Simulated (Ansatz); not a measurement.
## Geometry relaxation of ZrO2

System: ZrO2 (3 atoms in the cell).
Method: DFT r2SCAN, scalar-relativistic, plane waves, PAW, no spin polarisation (Ansatz 0.2.0).

The structure derives from an entry of the Crystallography Open Database.

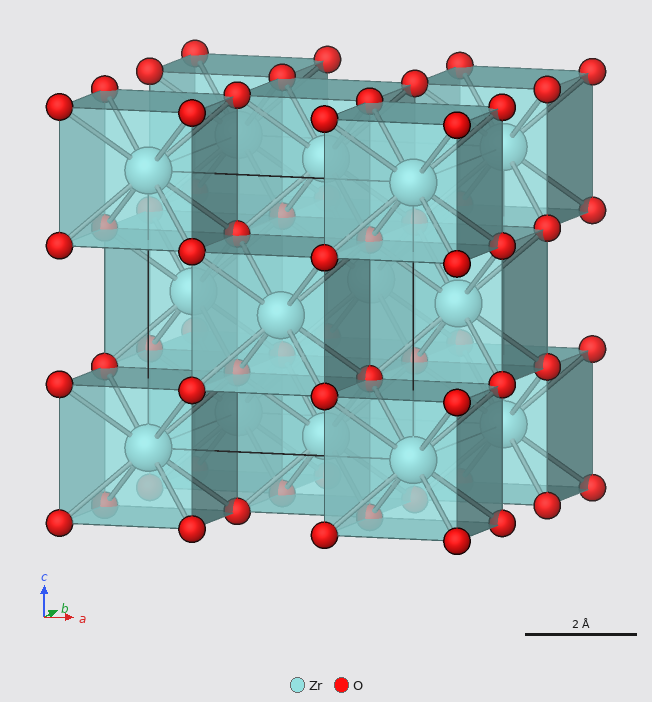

Figure 1. The starting structure (polyhedral view of the cell 4 times as large as that of the calculation, set on its symmetry axes, seen slightly off an axis; polyhedra are completed across the faces of the cell). An atom can appear more than once, as a periodic image.

## Input file
```yaml
crystal:
  lattice:
    - [0.0, 2.535, 2.535]
    - [2.535, 0.0, 2.535]
    - [2.535, 2.535, 0.0]
  atoms:
    - { symbol: Zr, position: [0.0, 0.0, 0.0] }
    - { symbol: O, position: [0.25, 0.25, 0.25] }
    - { symbol: O, position: [0.75, 0.75, 0.75] }
basis:
  ecutwfc: 500
kpoints:
  mp_grid: { grid: [8, 8, 8] }
hamiltonian:
  xc: r2scan
scf:
  occupations: { method: gaussian, width: 0.02 }
output:
  forces: true
  stress: true
  eigenvalues: true
  write_density: true
  write_potential: true
  elf: true
  volumetric_format: npy
relax:
  adjacent_minimum: "off"
  f_tol: 0.005
  max_steps: 80
  cell: { stress_tol: 0.05 }
```

Run as:
```bash
ansatz run input.yaml --threads 2 --pin off --max-ram 5120MiB --backend cpu --events-out ev --progress --plain --runs-dir out
```

## Output
```
Engine: ansatz 0.2.0, x86_64-unknown-linux-gnu
Pseudopotentials: kind: paw
Pseudopotential: Zr, paw, valence charge 12, recommended cutoff 500 eV (meta_gga), Zr.paw.azcp
Pseudopotential: O, paw, valence charge 6, recommended cutoff 500 eV (meta_gga), O.paw.azcp
Functional definition: r2SCAN
  parameter k0 = 0.174
  parameter k1 = 0.065
  parameter a1 = 4.9479
  exchange = r2scan_x(k0 = k0, k1 = k1, a1 = a1)
  correlation = r2scan_c
Crystal: 3 atoms, lattice volume = 32.581 Å³
Basis set: ecut = 500 eV, 869 PW (Γ), exchange–correlation on 108×108×108 points (64 copies of the dense FFT grid, shifted against one another)
Bands: 16, of which v1, the nominal top of the filled ones, is band 12 counted from 1 (11 counted from 0)
Symmetry: 48 space group operations
Space group: Fm-3m (ITA 225), of the structure as read, at distance tolerance 3.2e-5 Å
k-points: 29 of 512
Non-local potential: Zr, projectors of the file, l = 0: 3, l = 1: 2, l = 2: 2, l = 3: 2
Non-local potential: O, projectors of the file, l = 0: 2, l = 1: 2, l = 2: 1
PAW form: soft (Blöchl's): semilocal exchange-correlation on the pseudo side does not see the compensation charge
PAW frozen core: Zr, regenerated for the run's functional (the file was generated under x = pbe(κ = 0.804, μ = 0.2195149727645171), c = pbe(β = 0.06672455060314922))
PAW frozen core: O, regenerated for the run's functional (the file was generated under x = pbe(κ = 0.804, μ = 0.2195149727645171), c = pbe(β = 0.06672455060314922))
PAW one-centre angular grid: Zr, 590 points (default); XC on 160 Gauss nodes
PAW one-centre angular grid: O, 302 points (default); XC on 160 Gauss nodes
Initial density: superposition of atomic densities (neutral atoms: chi_scale 0, normalization atom), corrected by the library's trained network
Initial wavefunctions: pseudopotential atomic-orbital guess
Functional: x = r2scan, c = r2scan; τ floored in thin density (d = 2e-4 eV/Å³)
SCF iter   1: F=—  HF=-5337.987466 eV  |F-HF|=—  |Δ(HF+E_count)|=         —  Δρ=1.63e-2  dr2=1.05e-1  dr2_τ=1.99e-1  ethr=1.77e-3  ⟨swp⟩=6.1  Hψ=2343  notcnv=0
preconditioner: auto → none  [insulator: Δε(μ)=4.266 eV  Ē_g=18.474 eV  σ=0.020 eV  W_gap=1.00  n_scr=14 (ndim 8)  ℏωp=30.5 eV  f_vac=0.025  D(μ)=0.00/eV (n_scr^D=0)  ε∞_Penn≈3.7]
SCF iter   2: F=—  HF=-5338.061553 eV  |F-HF|=—  |Δ(HF+E_count)|=   7.41e-2  Δρ=1.19e-2  dr2=2.56e-2  dr2_τ=9.85e-3  ethr=4.39e-4  ⟨swp⟩=2.8  Hψ=1067  notcnv=0
SCF iter   3: F=—  HF=-5338.055609 eV  |F-HF|=—  |Δ(HF+E_count)|=   5.94e-3  Δρ=3.33e-3  dr2=1.57e-3  dr2_τ=2.23e-4  ethr=1.07e-4  ⟨swp⟩=2.0  Hψ=781  notcnv=0
SCF iter   4: F=—  HF=-5338.055919 eV  |F-HF|=—  |Δ(HF+E_count)|=   3.10e-4  Δρ=7.80e-4  dr2=7.61e-5  dr2_τ=1.92e-5  ethr=6.54e-6  ⟨swp⟩=2.3  Hψ=796  notcnv=0
SCF iter   5: F=—  HF=-5338.055928 eV  |F-HF|=—  |Δ(HF+E_count)|=   8.87e-6  Δρ=9.31e-5  dr2=6.72e-7  dr2_τ=2.38e-7  ethr=3.17e-7  ⟨swp⟩=2.2  Hψ=674  notcnv=0
SCF iter   6: F=-5338.055929 eV  HF=-5338.055929 eV  |F-HF|=6.42e-9  |Δ(HF+E_count)|=   1.22e-6  Δρ=1.18e-5  dr2=2.28e-8  dr2_τ=8.13e-9  ethr=4.17e-10  ⟨swp⟩=9.8  Hψ=3526  notcnv=0
SCF 1 converged in 6 iterations: F = -5338.055929 eV  dr2 = 2.28e-8
  greatest PAW one-centre occupation: 0.990 electrons in one spin orbital (limit 2), on the Zr atom at site 0 (counted from 0), in its partial waves of l = 1
relax step   1: F+E_penalty+E_count = -5338.05592948 eV  Δ(F+E_penalty+E_count) = +0.000e0 eV  max|allowed force component| = 1.927e-18 eV/Å  Δτ_max = 0.0000 Å  P = +3.005 GPa  Ω = 32.581 Å³  (6 SCF iters, dr2 threshold 1.00e-7 eV, accepted)
Crystal: 3 atoms, lattice volume = 33.027 Å³
Initial density: handed on by an earlier stage of this run
Initial wavefunctions: those handed on with the density
iter 1 solved again at ethr=5.77e-6 eV; its pass at ethr=3.10e-3 eV (dr2=1.39e-3 eV) is discarded
SCF iter   1: F=—  HF=-5338.055052 eV  |F-HF|=—  |Δ(HF+E_count)|=         —  Δρ=1.89e-3  dr2=1.04e-3  dr2_τ=4.51e-3  ethr=5.77e-6  ⟨swp⟩=2.2  Hψ=2991  notcnv=0
preconditioner: auto → none  [insulator: Δε(μ)=3.863 eV  Ē_g=18.162 eV  σ=0.020 eV  W_gap=1.00  n_scr=14 (ndim 8)  ℏωp=30.3 eV  f_vac=0.028  D(μ)=0.00/eV (n_scr^D=0)  ε∞_Penn≈3.8]
SCF iter   2: F=—  HF=-5338.058908 eV  |F-HF|=—  |Δ(HF+E_count)|=   3.86e-3  Δρ=6.53e-4  dr2=1.15e-4  dr2_τ=3.77e-5  ethr=4.34e-6  ⟨swp⟩=2.7  Hψ=900  notcnv=0
SCF iter   3: F=—  HF=-5338.058900 eV  |F-HF|=—  |Δ(HF+E_count)|=   7.33e-6  Δρ=3.28e-4  dr2=3.42e-5  dr2_τ=5.85e-6  ethr=4.81e-7  ⟨swp⟩=2.6  Hψ=771  notcnv=0
SCF iter   4: F=—  HF=-5338.058898 eV  |F-HF|=—  |Δ(HF+E_count)|=   2.45e-6  Δρ=1.34e-4  dr2=2.37e-6  dr2_τ=4.67e-7  ethr=1.43e-7  ⟨swp⟩=2.0  Hψ=688  notcnv=0
SCF iter   5: F=-5338.058898 eV  HF=-5338.058898 eV  |F-HF|=1.40e-7  |Δ(HF+E_count)|=   1.30e-8  Δρ=2.98e-5  dr2=2.77e-7  dr2_τ=2.96e-8  ethr=1.25e-9  ⟨swp⟩=7.0  Hψ=3046  notcnv=0
SCF 2 converged in 5 iterations: F = -5338.058898 eV  dr2 = 2.77e-7
relax step   2: F+E_penalty+E_count = -5338.05889776 eV  Δ(F+E_penalty+E_count) = -2.968e-3 eV  max|allowed force component| = 2.988e-18 eV/Å  Δτ_max = 0.0000 Å  P = -0.548 GPa  Ω = 33.027 Å³  energy of the carried Pulay correction = -3.908e-4 eV  (5 SCF iters, dr2 threshold 3.00e-7 eV, accepted)
Crystal: 3 atoms, lattice volume = 32.957 Å³
iter 1 solved again at ethr=1.15e-7 eV; its pass at ethr=3.10e-3 eV (dr2=2.77e-5 eV) is discarded
SCF iter   1: F=—  HF=-5338.058990 eV  |F-HF|=—  |Δ(HF+E_count)|=         —  Δρ=2.68e-4  dr2=2.07e-5  dr2_τ=1.06e-4  ethr=1.15e-7  ⟨swp⟩=2.0  Hψ=2956  notcnv=0
preconditioner: auto → none  [insulator: Δε(μ)=3.888 eV  Ē_g=18.194 eV  σ=0.020 eV  W_gap=1.00  n_scr=14 (ndim 8)  ℏωp=30.3 eV  f_vac=0.025  D(μ)=0.00/eV (n_scr^D=0)  ε∞_Penn≈3.8]
SCF iter   2: F=—  HF=-5338.059080 eV  |F-HF|=—  |Δ(HF+E_count)|=   9.04e-5  Δρ=8.18e-5  dr2=2.00e-6  dr2_τ=6.17e-7  ethr=8.61e-8  ⟨swp⟩=2.0  Hψ=812  notcnv=0
SCF iter   3: F=—  HF=-5338.059080 eV  |F-HF|=—  |Δ(HF+E_count)|=   1.06e-7  Δρ=4.46e-5  dr2=6.51e-7  dr2_τ=1.17e-7  ethr=1.25e-9  ⟨swp⟩=10.0  Hψ=3552  notcnv=0
SCF iter   4: F=-5338.059080 eV  HF=-5338.059080 eV  |F-HF|=2.05e-8  |Δ(HF+E_count)|=   7.10e-8  Δρ=1.87e-5  dr2=4.76e-8  dr2_τ=9.06e-9  ethr=1.25e-9  ⟨swp⟩=9.6  Hψ=3185  notcnv=0
SCF 3 converged in 4 iterations: F = -5338.059080 eV  dr2 = 4.76e-8
relax step   3: F+E_penalty+E_count = -5338.05907999 eV  Δ(F+E_penalty+E_count) = -1.822e-4 eV  max|allowed force component| = 3.662e-18 eV/Å  Δτ_max = 0.0000 Å  P = -0.009 GPa  Ω = 32.957 Å³  energy of the carried Pulay correction = -3.301e-4 eV  (4 SCF iters, dr2 threshold 3.00e-7 eV, accepted)
Initial wavefunctions: pseudopotential atomic-orbital guess (no wavefunctions were taken with the density)
iter 1 solved again at ethr=2.50e-8 eV; its pass at ethr=3.10e-3 eV (dr2=6.00e-6 eV) is discarded
SCF iter   1: F=—  HF=-5338.059389 eV  |F-HF|=—  |Δ(HF+E_count)|=         —  Δρ=2.00e-4  dr2=3.39e-7  dr2_τ=4.33e-7  ethr=2.50e-8  ⟨swp⟩=3.6  Hψ=3735  notcnv=0
preconditioner: auto → none  [insulator: Δε(μ)=3.886 eV  Ē_g=18.192 eV  σ=0.020 eV  W_gap=1.00  n_scr=14 (ndim 8)  ℏωp=30.3 eV  f_vac=0.025  D(μ)=0.00/eV (n_scr^D=0)  ε∞_Penn≈3.8]
SCF iter   2: F=—  HF=-5338.059402 eV  |F-HF|=—  |Δ(HF+E_count)|=   1.32e-5  Δρ=9.99e-5  dr2=9.20e-8  dr2_τ=2.16e-6  ethr=1.41e-9  ⟨swp⟩=2.6  Hψ=767  notcnv=0
SCF iter   3: F=—  HF=-5338.059395 eV  |F-HF|=—  |Δ(HF+E_count)|=   6.30e-6  Δρ=2.61e-5  dr2=7.90e-8  dr2_τ=9.94e-8  ethr=3.83e-10  ⟨swp⟩=2.3  Hψ=796  notcnv=0
SCF iter   4: F=—  HF=-5338.059396 eV  |F-HF|=—  |Δ(HF+E_count)|=   1.57e-7  Δρ=2.27e-6  dr2=4.96e-10  dr2_τ=4.71e-10  ethr=3.29e-10  ⟨swp⟩=2.0  Hψ=675  notcnv=0
SCF iter   5: F=-5338.059396 eV  HF=-5338.059396 eV  |F-HF|=1.63e-10  |Δ(HF+E_count)|=   2.41e-9  Δρ=3.91e-7  dr2=1.43e-11  dr2_τ=7.82e-12  ethr=1.00e-12  ⟨swp⟩=4.6  Hψ=2428  notcnv=0
SCF 4 converged in 5 iterations: F = -5338.059396 eV  dr2 = 1.43e-11
relax step   4: F+E_penalty+E_count = -5338.05939561 eV  Δ(F+E_penalty+E_count) = -3.156e-4 eV  max|allowed force component| = 4.819e-18 eV/Å  Δτ_max = 0.0000 Å  P = -0.016 GPa  Ω = 32.957 Å³  stress off target by 1.62e-2 GPa  SCF on the basis re-selected at this cell (its energy is not comparable with the rows above)  (5 SCF iters)
```

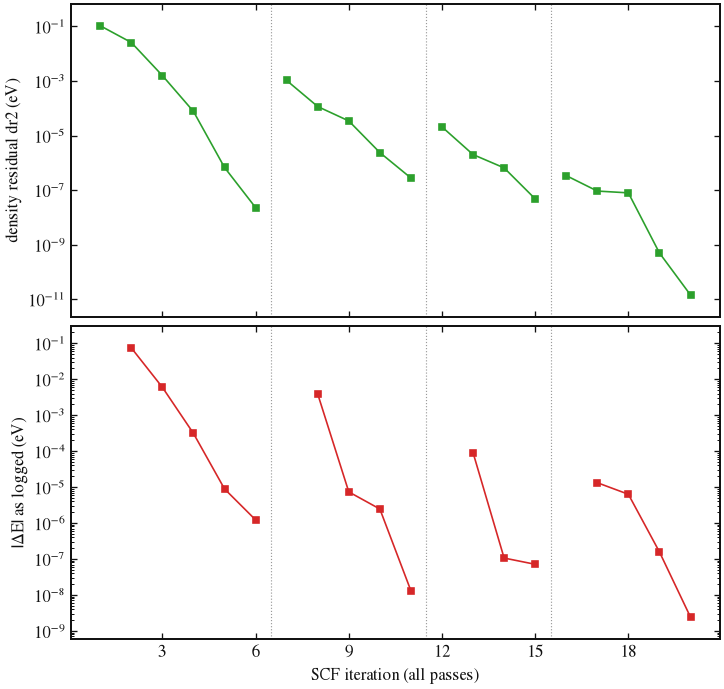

Figure 2. Convergence of the self-consistent field: density residual dr2 and size of the energy change against the SCF iteration. The dotted lines part the SCF passes of the relaxation: geometry steps, rejected trials and re-solves on a re-selected basis. The passes take 6, 5, 4 and 5 iterations.

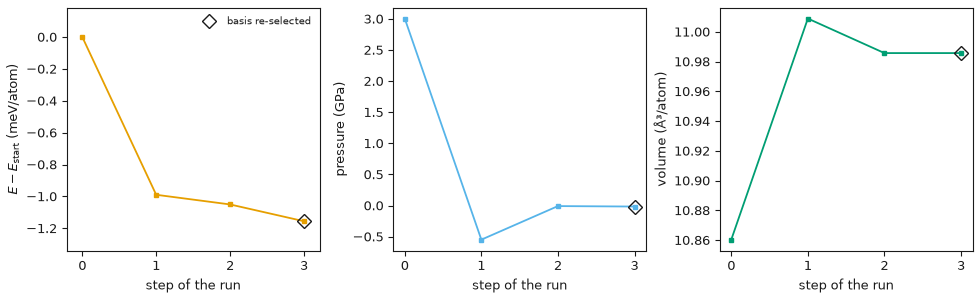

Figure 3. Progress of the relaxation, step by step (the first geometry is step 0 here and step 1 in the log). Over 2 geometry steps the energy falls by 1.1 meV per atom. All forces vanish by symmetry, so only the cell relaxes. Pressure: 3.00 GPa at the start and −0.02 GPa at the end. The atoms keep their places relative to the cell (all moves are under 0.005 Å). Cell: a = b = c 5.070 → 5.089 Å (+0.4 %). Volume +1.2 %. Among the contacts that change: Zr1–O2 2.195 → 2.204 Å. The space group stays Fm-3m (No. 225). A last SCF at the same geometry on a re-selected plane-wave basis shifts the energy by −0.1 meV per atom. (Atoms are counted from 1 in the order of the input.)

```
basis re-selected at this cell: Δ(F+E_penalty+E_count) = -3.156e-4 eV, ΔP = -0.007 GPa vs the last step (what re-selecting the basis moved, of the pressure what is left beyond the Pulay correction that the steps carried, after the strain that the cell walked since its last selection, with what the two solves' SCF thresholds leave and, on support functions, any second-order correction that the steps lacked; it is no measure of the basis error at this ecutwfc). This SCF's stress stands 1.62e-2 GPa from its target on what of the cell is left free (relax.cell.stress_tol is 5.00e-2 GPa) and its largest allowed force component is 4.82e-18 eV/Å (relax.f_tol is 5.00e-3 eV/Å): within both
SCF converged after 5 iterations
Free energy (F): -5338.059396 eV
Harris-Foulkes:  -5338.059396 eV  (|F-HF|=1.63e-10)
Internal energy: -5338.059396 eV  (E = F + TS)
E sigma→0 (E₀):  -5338.059396 eV
Fermi energy:    13.786576 eV
--- Per-component energies (eV) ---
  E_band       = -80.388537
  E_kinetic    = 689.416438
  E_local      = -1139.460151  (includes V_loc(G=0)·N_el)
  E_nonlocal   = 169.276406
  E_hartree    = 376.867463
  E_xc         = -305.738623
  E_vxc        = -426.447650  (∫ρ·V_xc dr)
  E_paw        = -3289.491656  (= ΣΔE_a)
  E_vpaw       = -152.707370  (= ΣTr[D̂ρ^β])
  E_aug_tail   = 0.001929  (compensation charges beyond the density's cutoff)
  E_vtau       = 25.796890  (kinetic-family band-sum trace: ∫τ·v_τ [+ j·A + Jᵃ·Aᵃ] dr)
  E_ewald      = -1838.702578
  E_core_change = -0.228623  (= ΣΔE_core)
  E_smearing   = -0.000000  (= −TS)
  E_closure    = -0.000000  (closes the sum)
  Σ components = -5338.059396   (vs F -5338.059396, Δ=0.00e0)
--- Forces (eV/Å), atoms counted from 1 ---
  atom   1  Zr     0.00000000     0.00000000     0.00000000
  atom   2  O     -0.00000000     0.00000000     0.00000000
  atom   3  O     -0.00000000    -0.00000000    -0.00000000
  max |Σ_I F_I| component: 6.94e-18 eV/Å
--- Stress (GPa, compression-positive) ---
       -0.016154      -0.000000      -0.000000
       -0.000000      -0.016154       0.000000
       -0.000000       0.000000      -0.016154
  P = ⅓ Tr σ = -0.0162 GPa (-0.162 kbar)
--- Band table (eV; the first three rows and the last of 29) ---
  k-point 0: bands = ["-37.7383", "-14.8274", "-14.8274", "-14.8274", "-7.3538", "-4.8244", "6.5262", "6.5262", "6.5262", "11.2943", "11.2943", "11.2943", "15.7298", "15.7298", "19.0319", "21.8124"]
  k-point 1: bands = ["-37.7311", "-14.9471", "-14.8379", "-14.8379", "-7.1299", "-4.9767", "6.6797", "6.6797", "6.9477", "10.9306", "11.0289", "11.0289", "15.9997", "15.9997", "19.4859", "21.2908"]
  k-point 2: bands = ["-37.7138", "-15.2150", "-14.8631", "-14.8631", "-6.6561", "-5.2451", "7.0586", "7.0586", "7.9437", "10.1983", "10.5445", "10.5445", "16.3949", "16.3949", "19.1890", "21.1410"]
  k-point 28: bands = ["-37.6730", "-15.3273", "-15.3273", "-15.0073", "-5.5955", "-5.5955", "7.0504", "7.1339", "9.4223", "9.4223", "10.4657", "11.6308", "16.7574", "16.9460", "18.6778", "18.6778"]
--- Relaxed structure (3 steps of the walk, 3 accepted, 1 SCFs on fresh bases) ---
  F+E_penalty+E_count = -5338.05939561 eV   max|allowed force component| = 4.819e-18 eV/Å   (the final SCF, on the basis selected at the relaxed cell)
  cell:  # Å, volume = 32.9571 Å³
    - [-2.547686016447795e-34, 2.5447179899215087, 2.5447179899215087]
    - [2.5447179899215087, 1.1464587074015083e-34, 2.5447179899215087]
    - [2.5447179899215087, 2.5447179899215087, 2.165533113980626e-34]
  atoms:
    - { symbol: Zr, position: [1.616684713570096e-34, -1.5095171374267535e-34, -4.1364623476404357e-35] }
    - { symbol: O, position: [0.25, 0.25, 0.25] }
    - { symbol: O, position: [0.7500000000000001, 0.7500000000000001, 0.7500000000000001] }
```

## Trajectory as extended XYZ (Å, eV, eV/Å), 4 frames, from step=1 to step=4
```
3
Lattice="0.0000 2.5350 2.5350 2.5350 0.0000 2.5350 2.5350 2.5350 0.0000" Properties=species:S:1:pos:R:3:forces:R:3 step=1 energy=-5338.05593 pressure_GPa=3.00
Zr    0.0000    0.0000    0.0000    0.0000   0.0000   0.0000
O     1.2675    1.2675    1.2675    0.0000   0.0000   0.0000
O     3.8025    3.8025    3.8025    0.0000   0.0000   0.0000
3
Lattice="0.0000 2.5465 2.5465 2.5465 0.0000 2.5465 2.5465 2.5465 0.0000" Properties=species:S:1:pos:R:3:forces:R:3 step=2 energy=-5338.05890 pressure_GPa=-0.55
Zr    0.0000    0.0000    0.0000    0.0000   0.0000   0.0000
O     1.2733    1.2733    1.2733    0.0000   0.0000   0.0000
O     3.8198    3.8198    3.8198    0.0000   0.0000   0.0000
3
Lattice="0.0000 2.5447 2.5447 2.5447 0.0000 2.5447 2.5447 2.5447 0.0000" Properties=species:S:1:pos:R:3:forces:R:3 step=3 energy=-5338.05908 pressure_GPa=-0.01
Zr    0.0000    0.0000    0.0000    0.0000   0.0000   0.0000
O     1.2724    1.2724    1.2724    0.0000   0.0000   0.0000
O     3.8171    3.8171    3.8171    0.0000   0.0000   0.0000
3
Lattice="0.0000 2.5447 2.5447 2.5447 0.0000 2.5447 2.5447 2.5447 0.0000" Properties=species:S:1:pos:R:3:forces:R:3 step=4 energy=-5338.05940 pressure_GPa=-0.02
Zr    0.0000    0.0000    0.0000    0.0000   0.0000   0.0000
O     1.2724    1.2724    1.2724    0.0000   0.0000   0.0000
O     3.8171    3.8171    3.8171    0.0000   0.0000   0.0000
```

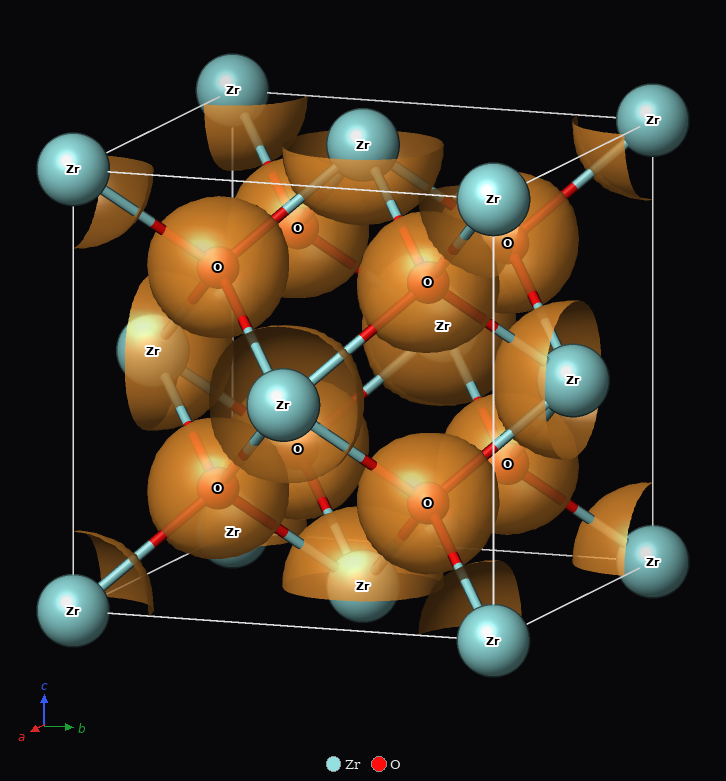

Figure 4. Isosurface of the valence electron density at 0.8 e/Å³ (orange), seen slightly off an axis. Sticks mark near contacts. The outline is the cell set on symmetry axes. At this value the density breaks into separate islands; it holds about 70 % of the electrons treated as valence (semicore included). It is pinched off along the Zr–O (2.20 Å) contacts. On the grid the lowest density along these lines, outside the cores, is 0.51 e/Å³ (Zr–O, 2.20 Å). In a PAW calculation such maps are meaningful between the atoms, not at the nuclei.

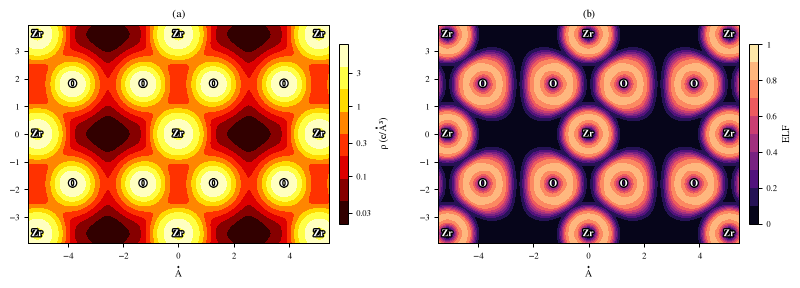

Figure 5. (a) valence charge density (pseudo); (b) electron localisation function on the (110) plane of the conventional cell. The section cuts through Zr and O sites. Zr–O (2.20 Å): the density is about 0.52 e/Å³ at the midpoint; the ELF peaks at about 0.85 in the valence shell of O, 0.6 Å from its nucleus, and drops to about 0.20 between the two atoms. Away from the nuclei the density in this plane falls to 0.02 e/Å³ at its lowest. The strong features right at Zr lie inside the PAW spheres (semicore, d or f shells) and say nothing about bonding.

## Results in brief

```tsv
quantity	value
outcome	converged
space group (tolerance 0.01 Å)	Fm-3m (225)
electrons treated	24
free energy	−5338.0594 eV
Fermi energy	13.787 eV
gap on the k-point mesh	3.89 eV
pressure	−0.02 GPa
final volume	32.96 Å³
largest force (length of the vector) at the end	under 0.001 eV/Å
final cell	a = 3.599 Å, b = 3.599 Å, c = 3.599 Å, α = 60.00°, β = 60.00°, γ = 60.00°
hardware	2 threads of Intel Xeon (Granite Rapids), 32 GiB of memory available, shared host
wall time	3.3 s (CPU time 6.1 s)
peak memory	0.46 GiB
```
